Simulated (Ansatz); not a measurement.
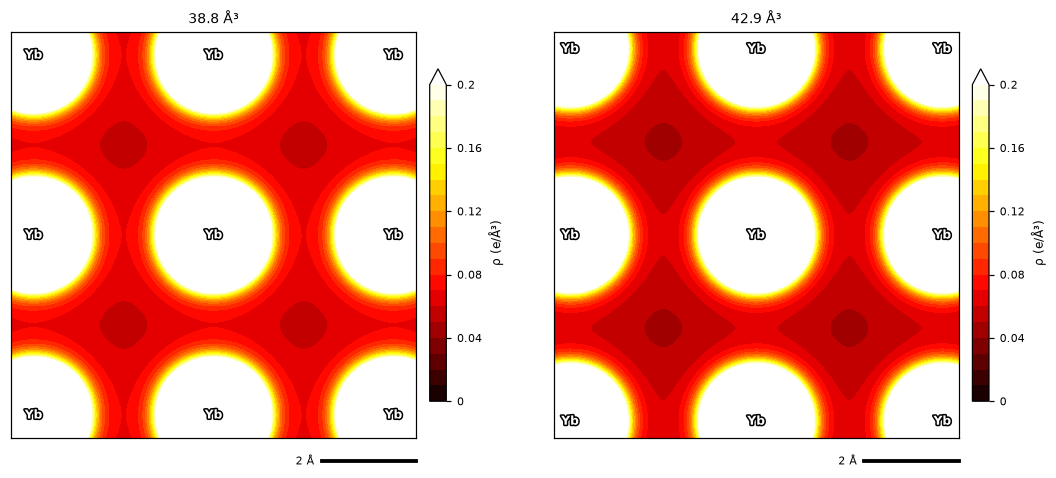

Yb. The valence charge density (pseudo) of cells scaled evenly to different volumes (given per atom above each panel), on the (101) plane of each (indices in the axes of the cell below), at one length scale and on one colour scale.

No Hubbard U on the f states and no spin–orbit coupling; the program warned that a starting moment wasn't kept; spin-polarised, but the moments vanished.

Method: Kohn-Sham DFT of a periodic cell, PBEsol, Ansatz PAW (Ansatz 0.2.0).

The density is the valence pseudo-density of a PAW calculation; it isn't the true density close to the nuclei.

The largest cell:

```cif
data_structure
_symmetry_space_group_name_H-M 'P 1'
_symmetry_Int_Tables_number 1
_cell_length_a 3.9304
_cell_length_b 3.9304
_cell_length_c 3.9304
_cell_angle_alpha 60.000
_cell_angle_beta 60.000
_cell_angle_gamma 60.000
_cell_volume 42.93
loop_
_atom_site_label
_atom_site_type_symbol
_atom_site_fract_x
_atom_site_fract_y
_atom_site_fract_z
_atom_site_occupancy
Yb1 Yb 0.00000 0.00000 0.00000 1
```

| volume (Å³/atom) | Yb–Yb contact in the plane (Å) | ρ at its midpoint (e/Å³) | pressure (GPa) | 
| --- | --- | --- | --- |
| 38.80 | 3.800 | 0.070 | −2.7 | 
| 40.46 | 3.853 | ? | ? | 
| 42.93 | 3.930 | 0.061 | −3.6 | 

Q: What values belong in the row with question marks?

A: Over the known rows ln ρ falls by 1.06 per Å of Yb–Yb distance (the line through the two), which gives 0.066 e/Å³ at 3.853 Å; the calculation gives 0.066 e/Å³. For the pressure, a straight line in volume between the neighbouring rows gives −3.1 GPa; the calculation gives −3.1.
